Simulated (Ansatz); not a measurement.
# Direct or indirect: WSO sheet (P3m1)

```
W S O
1.0
     3.00515    0.00000    0.00000
    -1.50258    2.60254    0.00000
     0.00000    0.00000   29.46028
W S O
1 1 1
Direct
  0.00000 0.00000 0.32990
  0.33333 0.66667 0.27440
  0.33333 0.66667 0.36947
```

Method: Ansatz, PBE, independent particles, without spin-orbit coupling, line width 0.1 eV (Gaussian). The band structure gives a fundamental gap of 1.55 eV. The spectrum of vertical transitions near the edge:

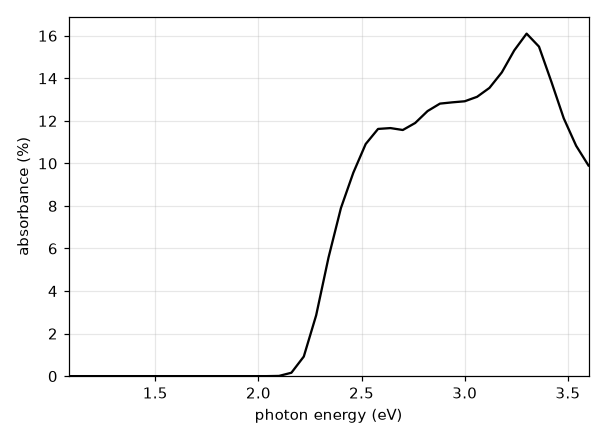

Task: Is the gap direct or indirect, and about where do vertical transitions set in?

Result: Indirect, by the band path, whose least direct gap is 2.33 eV. The curves fit this: they stay near zero above 1.55 eV and rise only from about 2.3 eV, though a forbidden direct transition would look alike. Lines are broadened by 0.1 eV, which spreads the edge, and phonons, which would give weak absorption from the fundamental gap up, are left out.

Note: cells built here by substitution need not match a known phase.

[Logs are printed without paths, hosts, clocks, repeated set-up lines and the standing remarks that a program may print on its own settings, such as how far it seeks lower states.]
